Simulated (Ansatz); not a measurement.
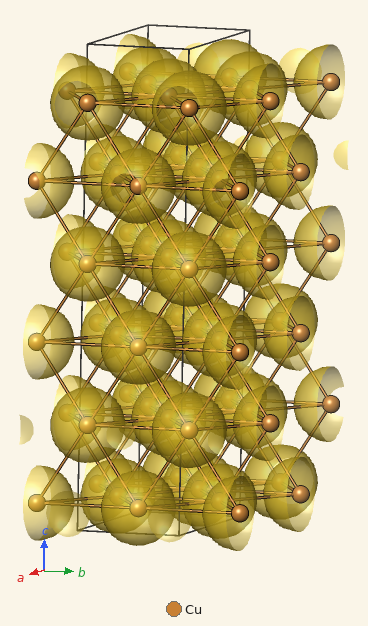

The picture shows: Cu. Isosurface of the valence charge density (pseudo) at 0.5 e/Å³ (yellow), seen slightly off an axis. Sticks mark near contacts.

Space group C2/m; a structure from a database of computed crystals, not necessarily the ambient phase; computed without spin polarisation.

Method: Ansatz, DFT PBEsol, scalar-relativistic, plane waves, PAW.

The density is the valence pseudo-density of a PAW calculation; it isn't the true density close to the nuclei.

```xyz
12
Lattice="-2.8856 -2.8856 0.0000 0.0000 0.0000 -2.7522 9.1378 -8.1757 0.0000" Properties=species:S:1:pos:R:3 pbc="T T T"
Cu    7.4545   -8.4163    0.0000
Cu    6.0117   -9.8591   -1.3761
Cu    0.2405   -1.2022   -1.3761
Cu   -1.2023   -2.6450    0.0000
Cu    4.5689   -5.5306    0.0000
Cu    3.1261   -6.9734   -1.3761
Cu    6.0117   -6.9735   -1.3761
Cu    4.5689   -8.4163    0.0000
Cu    1.6833   -2.6451    0.0000
Cu    0.2405   -4.0879   -1.3761
Cu    3.1261   -4.0879   -1.3761
Cu    1.6833   -5.5307    0.0000
```

Q: How is the density connected at this value?

A: At this value the density breaks into separate islands; it holds about 90 % of the electrons treated as valence (semicore included). It bridges none of the near contacts. It is pinched off along the sampled Cu–Cu (2.45 Å), Cu–Cu (2.55 Å) and Cu–Cu (2.75 Å) contacts. On the grid the lowest density along these lines, outside the cores, is 0.32 e/Å³ (Cu–Cu, 2.45 Å), 0.27 e/Å³ (Cu–Cu, 2.55 Å) and 0.24 e/Å³ (Cu–Cu, 2.75 Å).
